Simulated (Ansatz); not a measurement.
BaTiO₃: single-point calculation (part 1 of 2)

BaTiO₃ (slab, 15 atoms in the cell), computed with DFT PBEsol, scalar-relativistic, plane waves, PAW, spin-polarised (Ansatz 0.2.0).

The structure derives from an entry of the Crystallography Open Database. It belongs to a series of runs on one base structure; here: spin: collinear. Figures and captions count atoms from 1; the log counts them from 0 in places.

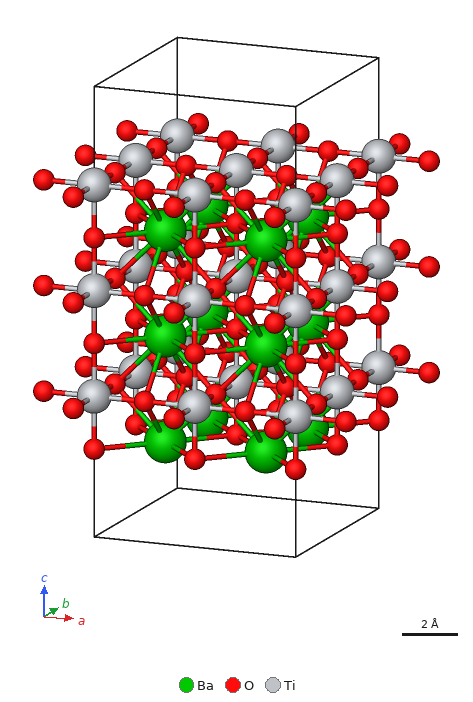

**Figure 1.** The structure (ball-and-stick view of the 2 × 2 repeat of the cell, with the vacuum cut short, seen slightly off an axis; bonded neighbours outside the cell are drawn too). An atom can appear more than once, as a periodic image.

## Input file
```yaml
crystal:
  lattice:
    - [3.9698693943, 0.0, 0.0]
    - [0.0, 3.9698693943, 0.0]
    - [0.0, 0.0, 24.9246734857]
  atoms:
    - { symbol: Ba, position: [0.5, 0.5, 0.30090665], spin: 1.0 }
    - { symbol: O, position: [0.0, 0.0, 0.30090665], spin: 1.0 }
    - { symbol: Ti, position: [0.0, 0.0, 0.38054399] }
    - { symbol: O, position: [0.5, 0.0, 0.38054399] }
    - { symbol: O, position: [0.0, 0.5, 0.38054399] }
    - { symbol: Ba, position: [0.5, 0.5, 0.46018133] }
    - { symbol: O, position: [0.0, 0.0, 0.46018133] }
    - { symbol: Ti, position: [0.0, 0.0, 0.53981867] }
    - { symbol: O, position: [0.5, 0.0, 0.53981867] }
    - { symbol: O, position: [0.0, 0.5, 0.53981867] }
    - { symbol: Ba, position: [0.5, 0.5, 0.61945601] }
    - { symbol: O, position: [0.0, 0.0, 0.61945601] }
    - { symbol: Ti, position: [0.0, 0.0, 0.69909335], spin: 1.0 }
    - { symbol: O, position: [0.5, 0.0, 0.69909335], spin: 1.0 }
    - { symbol: O, position: [0.0, 0.5, 0.69909335], spin: 1.0 }
basis:
  ecutwfc: 420
kpoints:
  mp_grid: { grid: [7, 7, 1] }
hamiltonian:
  xc: pbesol
scf:
  occupations: { method: gaussian, width: 0.05 }
output:
  forces: true
  stress: true
  eigenvalues: true
  populations: true
  write_density: true
  write_potential: true
  elf: true
  volumetric_format: npy
magnetization:
  spin_polarized: true
efield:
  axis: 3
  dipole_correction: true
  ramp_width: 0.04
```

Run as:
```bash
ansatz run input.yaml --threads 2 --pin off --max-ram 5120MiB --backend cpu --events-out ev --progress --plain --runs-dir out
```

## Output
```
Engine: ansatz 0.2.0, aarch64-unknown-linux-gnu
Pseudopotentials: kind: paw
Pseudopotential: Ba, paw, valence charge 10, recommended cutoff 420 eV (normal), Ba.paw.azcp
Pseudopotential: O, paw, valence charge 6, recommended cutoff 420 eV (normal), O.paw.azcp
Pseudopotential: Ti, paw, valence charge 12, recommended cutoff 420 eV (normal), Ti.paw.azcp
Functional definition: PBEsol
  exchange = pbesol_x
  correlation = pbesol_c
Crystal: 15 atoms, lattice volume = 392.809 Å³
Basis set: ecut = 420 eV, 7691 PW (Γ), exchange–correlation on 54×54×360 points (8 copies of the dense FFT grid, shifted against one another)
Bands: 78, of which v1, the nominal top of the filled ones, is band 60 counted from 1 (59 counted from 0)
Symmetry: 8 space group operations
k-points: 10 of 49
Non-local potential: Ba, projectors of the file, l = 0: 3, l = 1: 2, l = 2: 2, l = 3: 2
Non-local potential: O, projectors of the file, l = 0: 2, l = 1: 2, l = 2: 1
Non-local potential: Ti, projectors of the file, l = 0: 3, l = 1: 2, l = 2: 3, l = 3: 1
PAW form: soft (Blöchl's): semilocal exchange-correlation on the pseudo side does not see the compensation charge
PAW frozen core: Ba, regenerated for the run's functional, and the local potential with it (the file was generated under x = pbe(κ = 0.804, μ = 0.2195149727645171), c = pbe(β = 0.06672455060314922))
PAW frozen core: O, regenerated for the run's functional, and the local potential with it (the file was generated under x = pbe(κ = 0.804, μ = 0.2195149727645171), c = pbe(β = 0.06672455060314922))
PAW frozen core: Ti, regenerated for the run's functional, and the local potential with it (the file was generated under x = pbe(κ = 0.804, μ = 0.2195149727645171), c = pbe(β = 0.06672455060314922))
PAW one-centre angular grid: Ba, 194 points (default); XC on 64 Gauss nodes
PAW one-centre angular grid: O, 110 points (default); XC on 64 Gauss nodes
PAW one-centre angular grid: Ti, 590 points (default); XC on 64 Gauss nodes
Initial density: superposition of atomic densities (neutral atoms: chi_scale 0, normalization atom)
Starting moments: Σ|m| = 5 μB on 5 of 15 sites
Initial wavefunctions: pseudopotential atomic-orbital guess
Functional: x = pbesol(κ = 0.804, μ = 0.12345679012345678), c = pbesol(β = 0.046)
SCF iter   1: F=—  HF=-30085.879431 eV  |F-HF|=—  |Δ(HF+E_count)|=         —  Δρ=6.76e-2 (↑5.69e-2 ↓6.76e-2)  dr2=6.27e1  dr2_m=2.86e0  M=0.000 μB ∫|m|=0.405 μB  β_m=0.30  ethr=3.10e-3  p=-0.000 e·Å  D=-4.03e-8 V/Å  ΔV_dip=0.00 eV  dr2_dipole=3.74e-2  V_vac-E_F(+/−)=7.98/7.98 eV  ⟨swp⟩=11.2  Hψ=8898  notcnv=0  defer=10
Mixer restart at iter 1: flushing history
efield: sawtooth ramp at fractional position 0.9800 (placed from the atoms, in the widest stretch of the axis that holds none; the zero of the levels goes with the place), width 0.0400; the density the first Hamiltonian is built on has a dipole p = -0.000 e·Å; the dipole correction subtracts the counter field D = -4.03e-8 V/Å, which shifts the + side's vacuum level by +0.00 eV against the − side's; the planar-averaged density in the ramp window peaks in size at 5.1e-7 e/Å³
preconditioner: auto → Resta (q_TF=auto, 2.239 Å⁻¹)  ε∞=2.8  [insulator: Δε(μ)=0.235 eV  Ē_g=13.183 eV  σ=0.050 eV  W_gap=1.00  n_scr=72 (ndim 8)  ℏωp=17.8 eV  f_vac=0.443  D(μ)=0.00/eV (n_scr^D=0)  ε∞_Penn≈2.8  vacuum switching on, ρ_ref=1.3e-2 e/Å³]
spin=Collinear: Resta preconditioning applied to the charge; magnetization (m = ρ↑ − ρ↓) channel mixes plain (no charge-response kernel on spin).
SCF iter   2: F=—  HF=-30078.766787 eV  |F-HF|=—  |Δ(HF+E_count)|=    7.11e0  Δρ=2.93e-2 (↑2.25e-2 ↓2.93e-2)  dr2=7.95e0  dr2_m=1.41e0  M=0.025 μB ∫|m|=0.372 μB  β_m=0.30  ethr=3.10e-3  p=-0.074 e·Å  D=-3.42e-2 V/Å  ΔV_dip=0.85 eV  dr2_dipole=1.08e-2  V_vac-E_F(+/−)=7.04/6.18 eV  ⟨swp⟩=4.0  Hψ=3745  notcnv=0  defer=213  κ⁻¹=1.0e0(r=1)
SCF iter   3: F=—  HF=-30079.766642 eV  |F-HF|=—  |Δ(HF+E_count)|=    1.00e0  Δρ=1.80e-2 (↑1.66e-2 ↓1.80e-2)  dr2=1.93e0  dr2_m=5.74e-1  M=0.000 μB ∫|m|=0.266 μB  β_m=0.30  ethr=3.10e-3  p=-0.133 e·Å  D=-6.15e-2 V/Å  ΔV_dip=1.53 eV  dr2_dipole=6.90e-3  V_vac-E_F(+/−)=5.98/4.45 eV  ⟨swp⟩=3.5  Hψ=2848  notcnv=0  defer=217  κ⁻¹=2.2e-2(r=2)
SCF iter   4: F=—  HF=-30080.098468 eV  |F-HF|=—  |Δ(HF+E_count)|=   3.32e-1  Δρ=8.67e-3 (↑8.67e-3 ↓7.28e-3)  dr2=6.84e-1  dr2_m=9.95e-2  M=0.000 μB ∫|m|=0.142 μB  β_m=0.30  ethr=1.61e-3  p=-0.200 e·Å  D=-9.22e-2 V/Å  ΔV_dip=2.30 eV  dr2_dipole=1.16e-5  V_vac-E_F(+/−)=5.24/2.94 eV  ⟨swp⟩=4.3  Hψ=2723  notcnv=0  defer=219
density mixer auto → msr1: gapped (density of states about μ 0.21 of a free-electron gas's, 72 screened modes)
SCF iter   5: F=—  HF=-30079.996082 eV  |F-HF|=—  |Δ(HF+E_count)|=   1.02e-1  Δρ=5.14e-3 (↑5.14e-3 ↓4.26e-3)  dr2=3.20e-1  dr2_m=5.05e-3  M=0.000 μB ∫|m|=0.066 μB  β_m=0.34  ethr=5.70e-4  p=-0.224 e·Å  D=-1.03e-1 V/Å  ΔV_dip=2.58 eV  dr2_dipole=1.19e-5  V_vac-E_F(+/−)=4.85/2.28 eV  ⟨swp⟩=4.3  Hψ=2705  notcnv=0  defer=217
SCF iter   6: F=—  HF=-30079.986275 eV  |F-HF|=—  |Δ(HF+E_count)|=   9.81e-3  Δρ=1.41e-3 (↑1.41e-3 ↓9.31e-4)  dr2=1.83e-2  dr2_m=1.05e-3  M=0.000 μB ∫|m|=0.038 μB  β_m=0.45  ethr=2.66e-4  p=-0.225 e·Å  D=-1.03e-1 V/Å  ΔV_dip=2.58 eV  dr2_dipole=1.20e-4  V_vac-E_F(+/−)=4.72/2.14 eV  ⟨swp⟩=3.1  Hψ=2306  notcnv=0  defer=215
SCF iter   7: F=—  HF=-30080.002554 eV  |F-HF|=—  |Δ(HF+E_count)|=   1.63e-2  Δρ=6.52e-4 (↑6.52e-4 ↓5.65e-4)  dr2=5.10e-3  dr2_m=2.60e-4  M=0.000 μB ∫|m|=0.015 μB  β_m=0.53  ethr=1.53e-5  p=-0.232 e·Å  D=-1.07e-1 V/Å  ΔV_dip=2.67 eV  dr2_dipole=3.21e-6  V_vac-E_F(+/−)=4.60/1.94 eV  ⟨swp⟩=4.4  Hψ=2835  notcnv=0  defer=212
SCF iter   8: F=—  HF=-30080.008067 eV  |F-HF|=—  |Δ(HF+E_count)|=   5.51e-3  Δρ=3.01e-4 (↑3.01e-4 ↓2.95e-4)  dr2=1.40e-3  dr2_m=3.13e-5  M=0.000 μB ∫|m|=0.005 μB  β_m=0.50  ethr=4.25e-6  p=-0.233 e·Å  D=-1.07e-1 V/Å  ΔV_dip=2.68 eV  dr2_dipole=1.23e-5  V_vac-E_F(+/−)=4.53/1.85 eV  ⟨swp⟩=4.1  Hψ=2670  notcnv=0  defer=207
SCF iter   9: F=—  HF=-30080.008850 eV  |F-HF|=—  |Δ(HF+E_count)|=   7.83e-4  Δρ=1.35e-4 (↑1.28e-4 ↓1.35e-4)  dr2=2.99e-4  dr2_m=1.78e-6  M=0.000 μB ∫|m|=0.001 μB  β_m=0.60  ethr=1.17e-6  p=-0.232 e·Å  D=-1.07e-1 V/Å  ΔV_dip=2.66 eV  dr2_dipole=3.74e-7  V_vac-E_F(+/−)=4.48/1.82 eV  ⟨swp⟩=2.5  Hψ=2587  notcnv=0  defer=202
SCF iter  10: F=—  HF=-30080.008846 eV  |F-HF|=—  |Δ(HF+E_count)|=   3.48e-6  Δρ=4.36e-5 (↑3.65e-5 ↓4.36e-5)  dr2=2.43e-5  dr2_m=3.12e-7  M=0.000 μB ∫|m|=0.000 μB  β_m=0.60  ethr=2.49e-7  p=-0.232 e·Å  D=-1.07e-1 V/Å  ΔV_dip=2.66 eV  dr2_dipole=5.05e-7  V_vac-E_F(+/−)=4.47/1.82 eV  ⟨swp⟩=2.0  Hψ=2389  notcnv=0  defer=202
SCF iter  11: F=—  HF=-30080.008860 eV  |F-HF|=—  |Δ(HF+E_count)|=   1.35e-5  Δρ=1.99e-5 (↑1.99e-5 ↓1.95e-5)  dr2=5.79e-6  dr2_m=1.65e-8  M=0.000 μB ∫|m|=0.000 μB  β_m=0.55  ethr=2.02e-8  p=-0.231 e·Å  D=-1.07e-1 V/Å  ΔV_dip=2.66 eV  dr2_dipole=1.77e-9  V_vac-E_F(+/−)=4.47/1.81 eV  ⟨swp⟩=2.0  Hψ=2629  notcnv=0  defer=202
SCF iter  12: F=—  HF=-30080.008860 eV  |F-HF|=—  |Δ(HF+E_count)|=   4.05e-7  Δρ=8.56e-6 (↑8.20e-6 ↓8.56e-6)  dr2=1.03e-6  dr2_m=4.16e-9  M=0.000 μB ∫|m|=0.000 μB  β_m=0.54  ethr=4.83e-9  p=-0.231 e·Å  D=-1.07e-1 V/Å  ΔV_dip=2.66 eV  dr2_dipole=1.73e-10  V_vac-E_F(+/−)=4.47/1.81 eV  ⟨swp⟩=2.0  Hψ=2503  notcnv=0  defer=202
SCF iter  13: F=—  HF=-30080.008860 eV  |F-HF|=—  |Δ(HF+E_count)|=   4.20e-7  Δρ=3.32e-6 (↑3.32e-6 ↓2.74e-6)  dr2=1.05e-7  dr2_m=5.40e-9  M=0.000 μB ∫|m|=0.000 μB  β_m=0.66  ethr=8.58e-10  p=-0.231 e·Å  D=-1.07e-1 V/Å  ΔV_dip=2.66 eV  dr2_dipole=1.88e-9  V_vac-E_F(+/−)=4.47/1.81 eV  ⟨swp⟩=2.0  Hψ=2478  notcnv=0  defer=202
SCF iter  14: F=—  HF=-30080.008861 eV  |F-HF|=—  |Δ(HF+E_count)|=   1.37e-7  Δρ=1.94e-6 (↑1.48e-6 ↓1.94e-6)  dr2=4.13e-8  dr2_m=1.28e-9  M=0.000 μB ∫|m|=0.000 μB  β_m=0.60  ethr=8.77e-11  p=-0.231 e·Å  D=-1.07e-1 V/Å  ΔV_dip=2.65 eV  dr2_dipole=1.55e-10  V_vac-E_F(+/−)=4.47/1.81 eV  ⟨swp⟩=2.6  Hψ=2459  notcnv=0  defer=202
iter 15 did not close the SCF: its close was put off for a magnetic moment that had not settled (scf_convergence_deferred on its scf_iter line)
SCF iter  15: F=-30080.008861 eV  HF=-30080.008861 eV  |F-HF|=1.24e-9  |Δ(HF+E_count)|=   3.66e-9  Δρ=6.85e-7 (↑5.23e-7 ↓6.85e-7)  dr2=3.58e-9  dr2_m=5.55e-10  M=0.000 μB ∫|m|=0.000 μB  β_m=0.66  ethr=3.44e-11  p=-0.231 e·Å  D=-1.07e-1 V/Å  ΔV_dip=2.65 eV  dr2_dipole=4.07e-11  V_vac-E_F(+/−)=4.47/1.81 eV  ⟨swp⟩=23.9  Hψ=16649  notcnv=0
iter 16 met the thresholds in force, and the SCF goes on: an eigenvalue changes by 0.059 meV, over its tolerance of 0.057 meV (output.eigenvalues, Limitations)
SCF iter  16: F=-30080.008861 eV  HF=-30080.008861 eV  |F-HF|=7.35e-10  |Δ(HF+E_count)|=  8.62e-10  Δρ=3.42e-7 (↑3.42e-7 ↓1.96e-7)  dr2=1.04e-9  dr2_m=6.56e-11  M=0.000 μB ∫|m|=0.000 μB  β_m=0.66  ethr=2.98e-12  p=-0.231 e·Å  D=-1.07e-1 V/Å  ΔV_dip=2.66 eV  dr2_dipole=6.08e-11  V_vac-E_F(+/−)=4.47/1.81 eV  ⟨swp⟩=7.0  Hψ=9636  notcnv=0
SCF iter  17: F=-30080.008861 eV  HF=-30080.008861 eV  |F-HF|=1.46e-11  |Δ(HF+E_count)|=  7.28e-11  Δρ=1.08e-7 (↑1.08e-7 ↓8.42e-8)  dr2=1.14e-10  dr2_m=1.03e-11  M=0.000 μB ∫|m|=0.000 μB  ethr=1.00e-12  p=-0.231 e·Å  D=-1.07e-1 V/Å  ΔV_dip=2.65 eV  dr2_dipole=9.06e-13  V_vac-E_F(+/−)=4.47/1.81 eV  ⟨swp⟩=6.5  Hψ=8876  notcnv=0
SCF 1 converged in 17 iterations: F = -30080.008861 eV  dr2 = 1.14e-10
  greatest PAW one-centre occupation: 0.999 electrons in one spin orbital (limit 2), on the Ti atom at site 2 (counted from 0), in its partial waves of l = 0
```

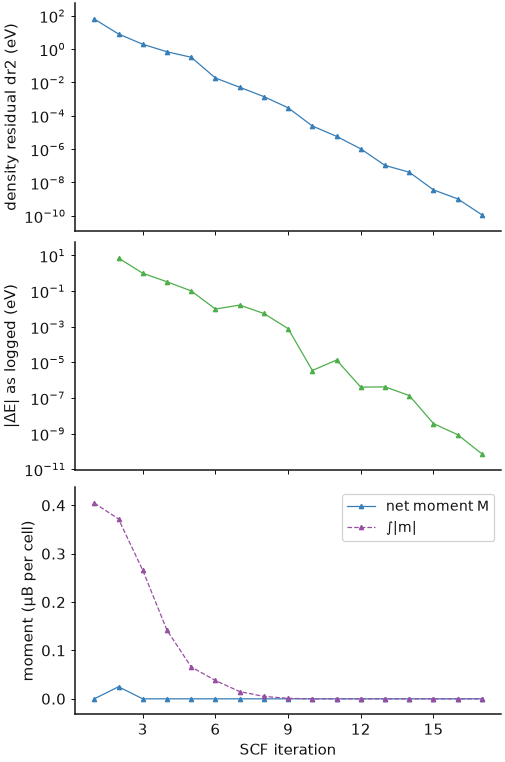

**Figure 2.** Convergence of the self-consistent field: density residual dr2, size of the energy change and magnetic moment against the SCF iteration. The residual falls at every step. The net moment stays at 0.0 μB per cell, and ∫|m| falls to zero.
